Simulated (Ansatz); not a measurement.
AlNi and related structures: several calculations on one system

### Relaxation

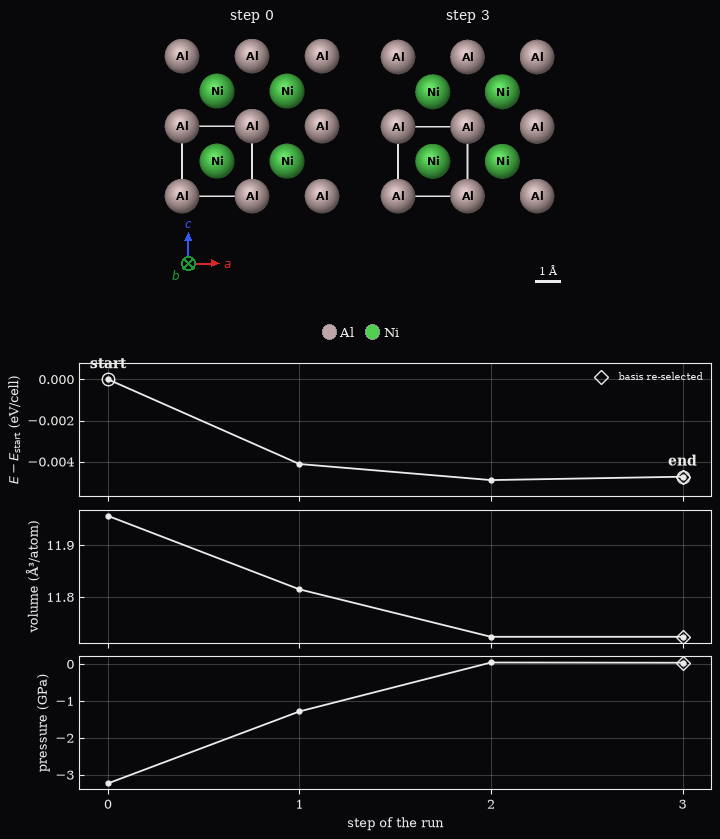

First and last geometry of a relaxation of crystalline AlNi (set up in Pm-3m), with the history of the run. The picture is a spheres-only view of the cell of the calculation, repeated 2 × 1 × 2 with one cell outlined, seen along the b axis.

Method: DFT PBEsol, scalar-relativistic, plane waves, PAW (Ansatz). (plane-wave cutoff 420 eV; k-point mesh 14 × 14 × 14; occupations gaussian; smearing width 0.1 eV; no spin polarisation; cell and atoms relaxed; force threshold 0.005 eV/Å; at most 80 steps)

> Read the history and describe the run.

It converged. No atom moves by more than 0.005 Å relative to the cell. The volume changes by −1.9 %, with a = b = c 2.881 → 2.862 Å (−0.7 %). Among the contacts that change: Al–Ni 2.495 → 2.479 Å. The space group stays Pm-3m (No. 221). The energy falls by 4.7 meV per cell of the calculation in 2 accepted moves (3 points after the start). All forces vanish by symmetry, so only the cell relaxes. Pressure: −3.23 GPa at the start and 0.04 GPa at the end. At 1 point the geometry stayed and the basis and grid were re-selected for the new cell (energy shift of 0.2 meV per cell of the calculation at most each time). The run took 6.8 s on 2 threads of Intel(R) Xeon(R) Platinum 8488C (Sapphire Rapids), on a shared host, peak memory 0.4 GiB.

### Relaxation

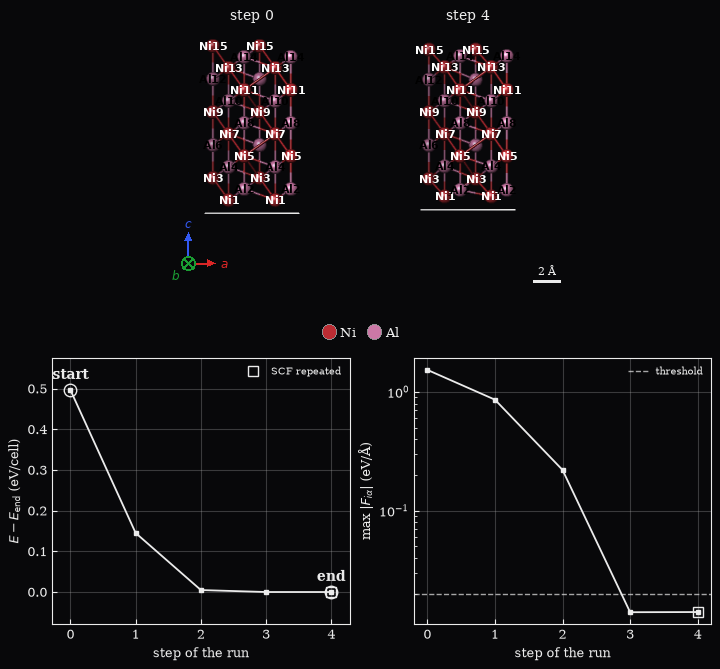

First and last geometry of a relaxation of a slab of composition Al7Ni8 (cut from the Pm-3m phase), with the history of the run. Style: ball-and-stick. Shown: the 2 × 1 repeat of the cell, outlined in the plane, without the vacuum (origin shifted), along the b axis.

Case: (1 1 1) slab, atoms relaxed. The slab is the (1 1 1) face of AlNi.

These are results of DFT PBEsol, scalar-relativistic, plane waves, PAW in Ansatz, not measurements. Set-up: plane-wave cutoff 420 eV; k-point mesh 9 × 9 × 1; occupations gaussian; smearing width 0.1 eV; no spin polarisation; dipole correction; atoms relaxed in a fixed cell; force threshold 0.02 eV/Å; at most 60 steps.

> What do the curves and the structures tell?

It converged. After 3 accepted moves (4 points after the start) the energy has fallen by 0.497 eV per cell of the calculation. Largest force component: 1.5 eV/Å at the start, 0.014 eV/Å at the end. 1 step only repeated the SCF at the same geometry. The largest moves relative to the layer's centre, 0.27 Å, are those of Ni1 and Ni15. Ni1 goes along the normal (+c). Largest moves by element: Ni 0.27 Å, Al 0.07 Å. The cell doesn't change. Some distances before and after: Al12–Ni15 2.479 → 2.262 Å, Ni13–Ni15 2.862 → 2.684 Å, Al14–Ni15 2.479 → 2.387 Å, Al2–Ni5 2.479 → 2.539 Å. The run took 2.8 min on 2 threads of Intel(R) Xeon(R) Platinum 8488C (Sapphire Rapids), with other jobs on the host, peak memory 0.98 GiB.

### A change

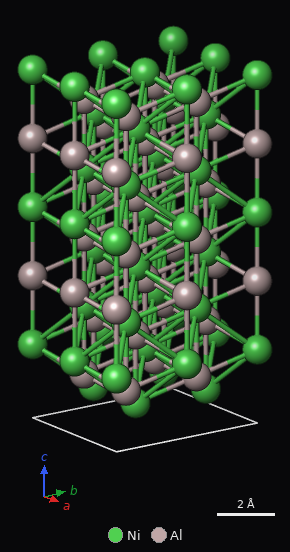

This is a (1 1 1) slab of AlNi as cut from the relaxed bulk. Style: ball-and-stick. Shown: the 2 × 2 repeat of the cell, outlined in the plane, without the vacuum, slightly off an axis.

Computed with DFT PBEsol, scalar-relativistic, plane waves, PAW (Ansatz). Set-up: plane-wave cutoff 420 eV; occupations gaussian; smearing width 0.1 eV; no spin polarisation. The k-mesh is chosen for each cell (9×9×21, 9×9×1).

The variant: The atoms of the slab are relaxed at the bulk's in-plane cell.

Input file:
```yaml
crystal:
  lattice:
    - [4.0477133473, 0.0, 0.0]
    - [-2.0238566737, 3.505422586, 0.0]
    - [0.0, 0.0, 26.5673043804]
  atoms:
    - { symbol: Ni, position: [0.3333333333, 0.6666666667, 0.282301881] }
    - { symbol: Al, position: [0.6666666667, 0.3333333333, 0.3134016123] }
    - { symbol: Ni, position: [0.0, 0.0, 0.3445013436] }
    - { symbol: Al, position: [0.3333333333, 0.6666666667, 0.3756010749] }
    - { symbol: Ni, position: [0.6666666667, 0.3333333333, 0.4067008061] }
    - { symbol: Al, position: [0.0, 0.0, 0.4378005374] }
    - { symbol: Ni, position: [0.3333333333, 0.6666666667, 0.4689002687] }
    - { symbol: Al, position: [0.6666666667, 0.3333333333, 0.5] }
    - { symbol: Ni, position: [0.0, 0.0, 0.5310997313] }
    - { symbol: Al, position: [0.3333333333, 0.6666666667, 0.5621994626] }
    - { symbol: Ni, position: [0.6666666667, 0.3333333333, 0.5932991939] }
    - { symbol: Al, position: [0.0, 0.0, 0.6243989251] }
    - { symbol: Ni, position: [0.3333333333, 0.6666666667, 0.6554986564] }
    - { symbol: Al, position: [0.6666666667, 0.3333333333, 0.6865983877] }
    - { symbol: Ni, position: [0.0, 0.0, 0.717698119] }
basis:
  ecutwfc: 420
kpoints:
  mp_grid: { grid: [9, 9, 1] }
hamiltonian:
  xc: pbesol
scf:
  occupations: { method: gaussian, width: 0.1 }
output:
  forces: true
  eigenvalues: true
  write_density: true
  write_potential: true
  elf: true
  volumetric_format: npy
relax:
  adjacent_minimum: "off"
  f_tol: 0.02
  max_steps: 60
efield:
  axis: 3
  dipole_correction: true
  ramp_width: 0.04
```

Command:
```bash
ansatz run input.yaml --threads 2 --pin off --max-ram 5120MiB --backend cpu --events-out ev --progress --plain --runs-dir out
```

Question: Predict the response.

Answer: The slab isn't stoichiometric; relaxing it gains 0.281 J/m². The top spacing, between the Ni and Al planes, goes from 0.83 to 0.49 Å (−41.0 %), the bottom one (Ni to Al) from 0.83 to 0.49 Å (−41.0 %). The cell stays as it was. The largest moves relative to the layer's centre, 0.27 Å, are those of Ni1 and Ni15. Ni1 goes along the normal (+c). Largest moves by element: Ni 0.27 Å, Al 0.07 Å. Among the bonded contacts that change: Al–Ni 2.479 → 2.262 to 2.539 Å, Ni–Ni 2.862 → 2.684 to 2.894 Å.

The changed structure in the same view:

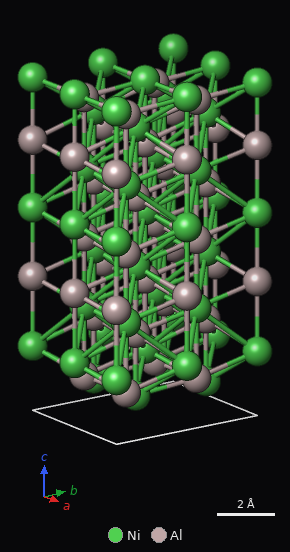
